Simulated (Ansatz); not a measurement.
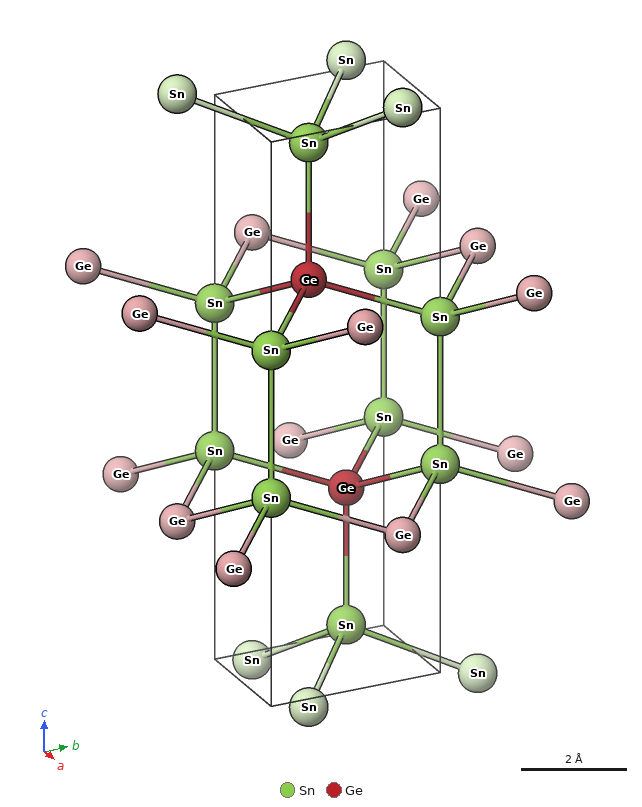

The figure gives a ball-and-stick picture of the atoms, viewed slightly off an axis. One conventional unit cell is framed, with atoms on its boundary repeated. Neighbours across the faces are drawn wherever a bond reaches them, in fainter colours. Cell: a = 4.50 Å, b = 4.50 Å, c = 11.06 Å, α = 90.00°, β = 90.00°, γ = 120.00°.

Its origin is a structure type filled with these elements by a generator (whether the compound takes this form wasn't checked). Earlier steps of the study, as a rule a relaxation of our own, may have changed the cell and positions, so they can lie some per cent off the listed ones. It was the input of a calculation with Ansatz.

### In words:

The structure is one of Sn₂Ge. It belongs to space group P-3m1 (No. 164) and has a primitive hexagonal lattice. The cell comprises 2 formula units: 4 Sn, 2 Ge. Around each Ge lie four Sn in a tetrahedral arrangement at about 2.7 Å. Sn takes two kinds of site: 2c with three Ge and one Sn in a tetrahedral arrangement (about 2.7 Å to Ge, 2.9 Å to Sn); 2d with three Sn and one Ge in a tetrahedral arrangement (about 2.8 Å to Sn, 2.7 Å to Ge). The bonds build a three-dimensional framework.

Calculation details: Ansatz, DFT PBE, scalar-relativistic, plane waves, PAW; a cutoff energy of 420 eV, a 12×12×4 mesh of k-points, Gaussian smearing of 0.1 eV, no spin polarisation.

### Predict the gap.

A metal: bands cross the Fermi level.

### How charged are the atoms, by the Bader scheme?

Sn +0.06 to +0.23 e; Ge -0.29 e.

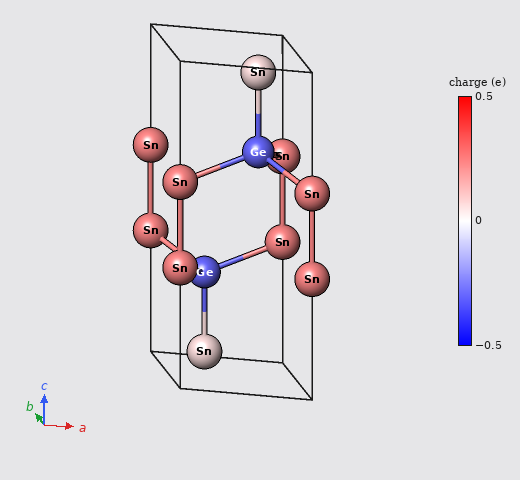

The atoms coloured by those charges. The run's cell of 6 atoms is drawn.

### Is this the optimised geometry for these settings?

Yes. All forces vanish to within 0.01 eV/Å. The pressure is 0.0 GPa, close to zero.
